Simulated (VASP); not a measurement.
**Run report: HfO₂, geometry relaxation (part 3 of 5)**

HfO₂ (P2₁/c, 12 atoms in the cell); Kohn-Sham DFT of a periodic cell, BLYP with D3, VASP PAW PBE potentials, recommended, no spin polarisation (VASP 6.6.1); cutoff 600 eV, 5×5×5 k-mesh, fermi-dirac of 0.05 eV. The structure derives from an entry of the Crystallography Open Database.

Geometry of the input (Å; fractional positions):
```
5.1180  0.0000  0.0000
0.0000  5.1857  0.0000
-0.8587  0.0000  5.2139
Hf 0.2755  0.4603  0.7080
Hf 0.7245  0.9603  0.7920
Hf 0.7245  0.5397  0.2920
Hf 0.2755  0.0397  0.2080
O  0.0742  0.1684  0.8467
O  0.9258  0.6684  0.6533
O  0.9258  0.8316  0.1533
O  0.0742  0.3316  0.3467
O  0.4487  0.7419  0.9801
O  0.5513  0.2419  0.5199
O  0.5513  0.2581  0.0199
O  0.4487  0.7581  0.4801
```

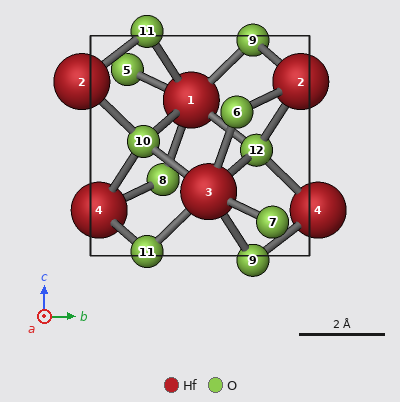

Figure 1. The starting structure (ball-and-stick view of the cell of the calculation, along the a axis; atoms are numbered from 1 in the order of the input).

Parts of OUTCAR, continued:
```
 Free energy of the ion-electron system (eV)
  ---------------------------------------------------
  ext. energy  EPLUGINS =         0.00000000
  ---------------------------------------------------
  free energy    TOTEN  =      -116.76674663 eV

  energy without entropy =     -116.76674663  energy(sigma->0) =     -116.76674663

------------------------ aborting loop because EDIFF is reached ----------------------------------------

 Edisp (eV)   -4.17044

 E8    (eV) :    -2.9129

  FORCE on cell =-STRESS in cart. coord.  units (eV):
  Direction    XX          YY          ZZ          XY          YZ          ZX
  --------------------------------------------------------------------------------------
  -------------------------------------------------------------------------------------
  Total       3.34202     2.34763     3.81964     0.00000     0.00000     0.06644
  in kB      38.69473    27.18142    44.22480     0.00000     0.00000     0.76922
  external pressure =       36.70 kB  Pullay stress =        0.00 kB

 VOLUME and BASIS-vectors are now :
 -----------------------------------------------------------------------------
  energy-cutoff  :      600.00
  volume of cell :      138.38
      direct lattice vectors                 reciprocal lattice vectors
     5.118000000  0.000000000  0.000000000     0.195388824  0.000000000  0.032178259
     0.000000000  5.185700000  0.000000000     0.000000000  0.192837997  0.000000000
    -0.858663060  0.000000000  5.213867141     0.000000000  0.000000000  0.191796218

 POSITION                                       TOTAL-FORCE (eV/Angst)
 -----------------------------------------------------------------------------------
      0.80208      2.38698      3.69142         0.202174     -0.055713      0.005224
      3.02793      4.97983      4.12938        -0.202174     -0.055713     -0.005224
      3.45726      2.79872      1.52245        -0.202174      0.055713     -0.005224
      1.23141      0.20587      1.08448         0.202174      0.055713      0.005224
     -0.34727      0.87327      4.41458        -0.467523     -0.151236     -0.185073
      4.17728      3.46612      3.40622         0.467523     -0.151236      0.185073
      4.60661      4.31243      0.79929         0.467523      0.151236      0.185073
      0.08206      1.71958      1.80765        -0.467523      0.151236     -0.185073
      1.45487      3.84727      5.11011        -0.207618      0.022795     -0.090058
      2.37513      1.25442      2.71069         0.207618      0.022795      0.090058
      2.80447      1.33843      0.10376         0.207618     -0.022795      0.090058
      1.88420      3.93128      2.50318        -0.207618     -0.022795     -0.090058
 -----------------------------------------------------------------------------------
    total drift:                                0.000000     -0.000000      0.000000

  FREE ENERGIE OF THE ION-ELECTRON SYSTEM (eV)
  ---------------------------------------------------
  free  energy   TOTEN  =      -120.9371890545 eV

  energy  without entropy=     -120.9371890544  energy(sigma->0) =     -120.93718905

--------------------------------------- Ionic step        2  -------------------------------------------

 number of electron      88.0000011 magnetization

------------------------ aborting loop because EDIFF is reached ----------------------------------------

 Edisp (eV)   -3.99388

 E8    (eV) :    -2.7822

  FORCE on cell =-STRESS in cart. coord.  units (eV):
  Direction    XX          YY          ZZ          XY          YZ          ZX
  --------------------------------------------------------------------------------------
  -------------------------------------------------------------------------------------
  Total      -5.82056    -4.92186    -4.68454     0.00000     0.00000    -1.07014
  in kB     -64.88039   -54.86282   -52.21744     0.00000     0.00000   -11.92856
  external pressure =      -57.32 kB  Pullay stress =        0.00 kB

 VOLUME and BASIS-vectors are now :
 -----------------------------------------------------------------------------
  energy-cutoff  :      600.00
  volume of cell :      143.73
      direct lattice vectors                 reciprocal lattice vectors
     5.186763673  0.000000000  0.001366967     0.192790112  0.000000000  0.031640891
     0.000000000  5.234642534  0.000000000     0.000000000  0.191035012  0.000000000
    -0.868807079  0.000000000  5.293700985    -0.000049783  0.000000000  0.188895586

 POSITION                                       TOTAL-FORCE (eV/Angst)
 -----------------------------------------------------------------------------------
      0.82372      2.40679      3.74858        -0.448368     -0.258450     -0.198827
      3.05983      5.02411      4.19334         0.448368     -0.258450      0.198827
      3.49423      2.82785      1.54649         0.448368      0.258450      0.198827
      1.25813      0.21053      1.10172        -0.448368      0.258450     -0.198827
     -0.37362      0.87415      4.47321         0.075691      0.094275      0.015111
      4.25717      3.49147      3.46871        -0.075691      0.094275     -0.015111
      4.69158      4.36049      0.82186        -0.075691     -0.094275     -0.015111
      0.06078      1.74317      1.82636         0.075691     -0.094275      0.015111
      1.46563      3.88469      5.18456         0.110740      0.028752     -0.035564
      2.41792      1.26737      2.75736        -0.110740      0.028752      0.035564
      2.85233      1.34995      0.11051        -0.110740     -0.028752      0.035564
      1.90003      3.96727      2.53771         0.110740     -0.028752     -0.035564
 -----------------------------------------------------------------------------------
    total drift:                                0.000000     -0.000000      0.000000

  FREE ENERGIE OF THE ION-ELECTRON SYSTEM (eV)
  ---------------------------------------------------
  free  energy   TOTEN  =      -120.9190757512 eV

  energy  without entropy=     -120.9190757512  energy(sigma->0) =     -120.91907575

--------------------------------------- Ionic step        3  -------------------------------------------

 number of electron      88.0000001 magnetization

------------------------ aborting loop because EDIFF is reached ----------------------------------------

 Edisp (eV)   -4.08931

 E8    (eV) :    -2.8528

  FORCE on cell =-STRESS in cart. coord.  units (eV):
  Direction    XX          YY          ZZ          XY          YZ          ZX
  --------------------------------------------------------------------------------------
  -------------------------------------------------------------------------------------
  Total      -0.91313    -1.07224    -0.19592     0.00000     0.00000    -0.47524
  in kB     -10.39156   -12.20221    -2.22961     0.00000     0.00000    -5.40834
  external pressure =       -8.27 kB  Pullay stress =        0.00 kB

 VOLUME and BASIS-vectors are now :
 -----------------------------------------------------------------------------
  energy-cutoff  :      600.00
  volume of cell :      140.79
      direct lattice vectors                 reciprocal lattice vectors
     5.149132626  0.000000000  0.000618892     0.194203628  0.000000000  0.031932766
     0.000000000  5.207858642  0.000000000     0.000000000  0.192017501  0.000000000
    -0.863255746  0.000000000  5.250011767    -0.000022893  0.000000000  0.190471999

 POSITION                                       TOTAL-FORCE (eV/Angst)
 -----------------------------------------------------------------------------------
      0.81191      2.39594      3.71730        -0.102709     -0.164052     -0.093293
      3.04233      4.99987      4.15834         0.102709     -0.164052      0.093293
      3.47396      2.81192      1.53333         0.102709      0.164052      0.093293
      1.24354      0.20799      1.09229        -0.102709      0.164052     -0.093293
     -0.35929      0.87365      4.44108        -0.203512     -0.030404     -0.086953
      4.21354      3.47758      3.43455         0.203512     -0.030404      0.086953
      4.64517      4.33421      0.80955         0.203512      0.030404      0.086953
      0.07233      1.73028      1.81608        -0.203512      0.030404     -0.086953
      1.45970      3.86422      5.14380        -0.057589      0.025268     -0.062656
      2.39455      1.26029      2.73184         0.057589      0.025268      0.062656
      2.82617      1.34364      0.10684         0.057589     -0.025268      0.062656
      1.89133      3.94757      2.51879        -0.057589     -0.025268     -0.062656
 -----------------------------------------------------------------------------------
    total drift:                                0.000000     -0.000000      0.000000

  FREE ENERGIE OF THE ION-ELECTRON SYSTEM (eV)
  ---------------------------------------------------
  free  energy   TOTEN  =      -120.9814407632 eV

  energy  without entropy=     -120.9814407631  energy(sigma->0) =     -120.98144076

[... ionic steps 4 to 23 ...]

--------------------------------------- Ionic step       24  -------------------------------------------

 number of electron      88.0000017 magnetization

------------------------ aborting loop because EDIFF is reached ----------------------------------------

 Edisp (eV)   -4.11468

 E8    (eV) :    -2.8751

  FORCE on cell =-STRESS in cart. coord.  units (eV):
  Direction    XX          YY          ZZ          XY          YZ          ZX
  --------------------------------------------------------------------------------------
  -------------------------------------------------------------------------------------
  Total      -0.20229    -0.03778    -0.12272     0.00000     0.00000    -0.03595
  in kB      -2.30448    -0.43035    -1.39801     0.00000     0.00000    -0.40950
  external pressure =       -1.38 kB  Pullay stress =        0.00 kB

 VOLUME and BASIS-vectors are now :
 -----------------------------------------------------------------------------
  energy-cutoff  :      600.00
  volume of cell :      140.64
      direct lattice vectors                 reciprocal lattice vectors
     5.153232504  0.000000000 -0.030179556     0.194246343  0.000000000  0.033021359
     0.000000000  5.186734084  0.000000000     0.000000000  0.192799550  0.000000000
    -0.895411574  0.000000000  5.267209770     0.001112974  0.000000000  0.190043042

 POSITION                                       TOTAL-FORCE (eV/Angst)
 -----------------------------------------------------------------------------------
      0.79061      2.36612      3.71543        -0.032987     -0.006653     -0.007010
      3.01951      4.95949      4.15520         0.032987     -0.006653      0.007010
      3.46721      2.82061      1.52160         0.032987      0.006653      0.007010
      1.23831      0.22725      1.08183        -0.032987      0.006653     -0.007010
     -0.42288      0.90066      4.46767         0.003909     -0.008675      0.010256
      4.23299      3.49403      3.40297        -0.003909     -0.008675     -0.010256
      4.68070      4.28607      0.76936        -0.003909      0.008675     -0.010256
      0.02483      1.69271      1.83407         0.003909      0.008675      0.010256
      1.43188      3.85306      5.13486         0.001192      0.001953      0.000806
      2.37824      1.25969      2.73578        -0.001192      0.001953     -0.000806
      2.82594      1.33368      0.10217        -0.001192     -0.001953     -0.000806
      1.87958      3.92705      2.50125         0.001192     -0.001953      0.000806
 -----------------------------------------------------------------------------------
    total drift:                                0.000000     -0.000000      0.000000

  FREE ENERGIE OF THE ION-ELECTRON SYSTEM (eV)
  ---------------------------------------------------
  free  energy   TOTEN  =      -121.0053441505 eV

  energy  without entropy=     -121.0053441505  energy(sigma->0) =     -121.00534415

--------------------------------------- Ionic step       25  -------------------------------------------

 number of electron      88.0000016 magnetization

------------------------ aborting loop because EDIFF is reached ----------------------------------------

 Edisp (eV)   -4.11655

 E8    (eV) :    -2.8764

  FORCE on cell =-STRESS in cart. coord.  units (eV):
  Direction    XX          YY          ZZ          XY          YZ          ZX
  --------------------------------------------------------------------------------------
  -------------------------------------------------------------------------------------
  Total      -0.08906    -0.01794    -0.00491     0.00000     0.00000    -0.02141
  in kB      -1.01502    -0.20442    -0.05600     0.00000     0.00000    -0.24401
  external pressure =       -0.43 kB  Pullay stress =        0.00 kB

 VOLUME and BASIS-vectors are now :
 -----------------------------------------------------------------------------
  energy-cutoff  :      600.00
  volume of cell :      140.58
      direct lattice vectors                 reciprocal lattice vectors
     5.152133056  0.000000000 -0.029987496     0.194286625  0.000000000  0.033031881
     0.000000000  5.188282180  0.000000000     0.000000000  0.192742022  0.000000000
    -0.895040812  0.000000000  5.264443070     0.001106702  0.000000000  0.190141774

 POSITION                                       TOTAL-FORCE (eV/Angst)
 -----------------------------------------------------------------------------------
      0.79038      2.36697      3.71352        -0.020911     -0.008479     -0.004371
      3.01919      4.96111      4.15315         0.020911     -0.008479      0.004371
      3.46671      2.82132      1.52093         0.020911      0.008479      0.004371
      1.23790      0.22718      1.08130        -0.020911      0.008479     -0.004371
     -0.42172      0.89870      4.46332         0.006048     -0.005512      0.009312
      4.23129      3.49284      3.40336        -0.006048     -0.005512     -0.009312
      4.67881      4.28958      0.77114        -0.006048      0.005512     -0.009312
      0.02580      1.69544      1.83110         0.006048      0.005512      0.009312
      1.43225      3.85384      5.13291        -0.005401      0.003400     -0.000166
      2.37732      1.25970      2.73377         0.005401      0.003400      0.000166
      2.82484      1.33444      0.10155         0.005401     -0.003400      0.000166
      1.87977      3.92858      2.50069        -0.005401     -0.003400     -0.000166
 -----------------------------------------------------------------------------------
    total drift:                                0.000000     -0.000000      0.000000

  FREE ENERGIE OF THE ION-ELECTRON SYSTEM (eV)
  ---------------------------------------------------
  free  energy   TOTEN  =      -121.0054045908 eV

  energy  without entropy=     -121.0054045908  energy(sigma->0) =     -121.00540459

--------------------------------------- Ionic step       26  -------------------------------------------

 number of electron      88.0000016 magnetization

 Free energy of the ion-electron system (eV)
  ---------------------------------------------------
  ext. energy  EPLUGINS =         0.00000000
  ---------------------------------------------------
  free energy    TOTEN  =      -116.88833413 eV

  energy without entropy =     -116.88833413  energy(sigma->0) =     -116.88833413

 E-fermi :   4.4265     XC(G=0): -10.8267     alpha+bet :-11.8547

 val. band max:        3.3593814157   @ k =   0.0000   0.0000   0.0000
 cond. band min:       7.4457081347   @ k =   0.4000   0.0000   0.0000
 fundamental gap:      4.0863267191
 Fermi energy:         4.4265168836
```
